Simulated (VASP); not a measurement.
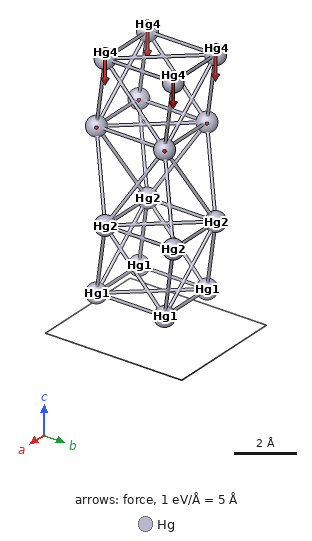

Starting geometry of a slab of composition Hg with the computed forces as red arrows. The picture is a ball-and-stick view of the 2 × 2 repeat of the cell, outlined in the plane, without the vacuum, seen slightly off an axis.

The run lets the atoms move in a fixed cell. 2 atoms are held fixed.

Theory: Kohn-Sham DFT of a periodic cell, PBEsol, VASP PAW PBE potentials, recommended (VASP).

Input
```
SYSTEM = Hg
  ALGO = Normal
  DIPOL = 0.5 0.5 0.500
  EDIFF = 1E-7
  EDIFFG = -0.01
  ENCUT = 520
  GGA = PS
  IBRION = 2
  IDIPOL = 3
  ISIF = 2
  ISMEAR = 0
  LASPH = .TRUE.
  LCHARG = .FALSE.
  LDIPOL = .TRUE.
  LREAL = .FALSE.
  LWAVE = .FALSE.
  NELM = 100
  NSW = 60
  PREC = Accurate
  SIGMA = 0.05
```

Launched with:
```bash
cat potpaw_PBE.64/Hg/POTCAR > POTCAR
mpirun -np 1 vasp_std > vasp.out
```

> Is this structure relaxed? If not, where do the atoms go?

It isn't relaxed: the largest force vector, on a Hg atom, is 0.18 eV/Å. The atoms end up moving mostly along the starting forces (cosine between the two patterns 0.96). The largest move is that of a Hg atom, 0.81 Å along the normal (−c). The cell stays as it was. Among the contacts that change: Hg–Hg 3.526 → 3.196 Å, Hg–Hg 3.469 → 3.156 Å. After 15 geometry steps the energy has fallen by 0.104 eV per cell of the calculation. Largest force component: 0.18 eV/Å at the start, 0.18 eV/Å at the end.
